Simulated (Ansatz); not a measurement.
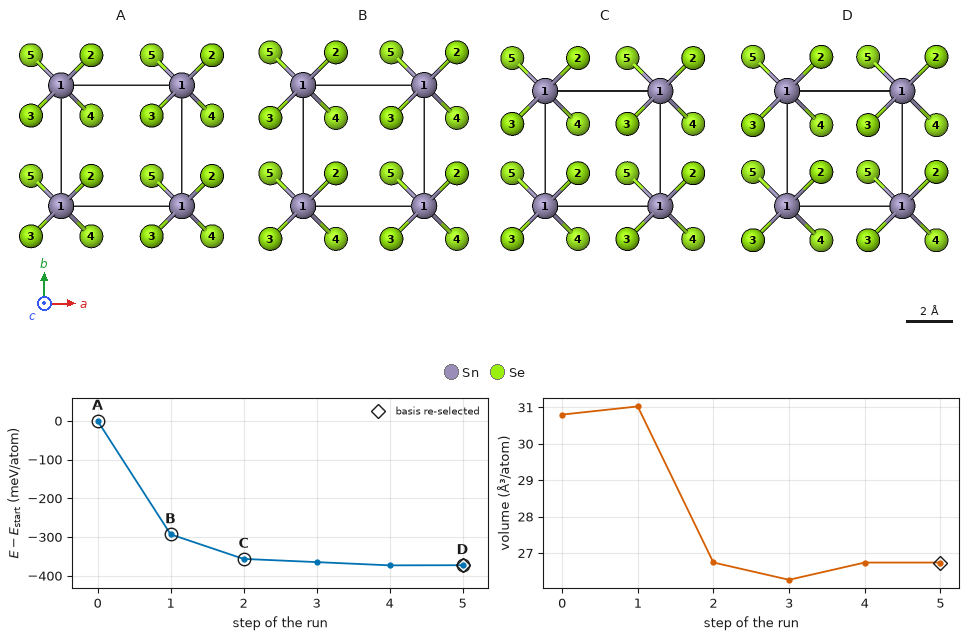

Frames of a relaxation of crystalline SnSe₄ (a generated structure, set up in P-43m) (coarse preliminary run), marked on the history of the run. The picture is a ball-and-stick view of the cell of the calculation, seen along the c axis.

Computed with DFT PBE, scalar-relativistic, plane waves, PAW in Ansatz.

The input:
```yaml
crystal:
  lattice:
    - [5.3603027, 0.0, 0.0]
    - [0.0, 5.3603027, 0.0]
    - [0.0, 0.0, 5.3603027]
  atoms:
    - { symbol: Sn, position: [0.0, 0.0, 0.0] }
    - { symbol: Se, position: [0.25, 0.25, 0.25] }
    - { symbol: Se, position: [0.75, 0.75, 0.25] }
    - { symbol: Se, position: [0.25, 0.75, 0.75] }
    - { symbol: Se, position: [0.75, 0.25, 0.75] }
basis:
  ecutwfc: 420
kpoints:
  mp_grid: { grid: [4, 4, 4] }
hamiltonian:
  xc: pbe
scf:
  occupations: { method: gaussian, width: 0.1 }
  lower_state_search: "off"
output:
  forces: true
  stress: true
  eigenvalues: true
relax:
  adjacent_minimum: "off"
  f_tol: 0.04
  max_steps: 70
  cell: { stress_tol: 0.4 }
```

Run as
```bash
ansatz run input.yaml --threads 1 --pin off --max-ram 2560MiB --backend cpu --events-out ev --progress --plain --runs-dir out
```

What happens along the run?

Over 4 accepted moves (5 points after the start) the energy falls by 372 meV per atom. Largest force component: 2.1 eV/Å at the start, 0.021 eV/Å at the end. Pressure: 8.43 GPa at the start and 0.19 GPa at the end. The SCF was repeated once at an unchanged geometry on a basis and grid sized afresh for the cell, which shifted the energy by 0.4 meV per atom at most. The largest moves relative to the cell, 0.41 Å, are those of Se2, Se3, Se4 and Se5. Se3 goes along [−1 −1 1]. Sn stays in place. Cell: a = b = c 5.360 → 5.114 Å (−4.6 %). Volume −13.2 %. Among the contacts that change: Se2–Se3 3.790 → 2.944 Å, Sn1–Se2 2.321 → 2.626 Å. The space group stays P-43m (No. 215). The run took 78 s on 1 thread of Intel(R) Xeon(R) Processor @ 2.50GHz (Skylake/Cascade Lake), on a shared host, peak memory 0.41 GiB. From step 0 to 1: Se atoms move most (0.20 Å), volume +0.7 %, energy −293 meV per atom. From step 1 to 2: Se atoms move most (0.13 Å), volume −13.8 %, energy −63.5 meV per atom. From step 2 to 5: Se atoms move most (0.10 Å), energy −16.3 meV per atom.

| step | E − E(0), meV/atom | largest force component, eV/Å | pressure, GPa | volume, Å³/atom | note |
| --- | --- | --- | --- | --- | --- |
| 0 | 0.00 | 2.1054 | 8.43 | 30.803 |  |
| 1 | -292.76 | 0.3057 | -1.37 | 31.028 |  |
| 2 | -356.22 | 0.2546 | 1.32 | 26.744 |  |
| 3 | -364.48 | 0.1712 | 1.55 | 26.269 |  |
| 4 | -372.86 | 0.0216 | 0.21 | 26.742 |  |
| 5 | -372.48 | 0.0214 | 0.19 | 26.742 | same geometry, new basis |
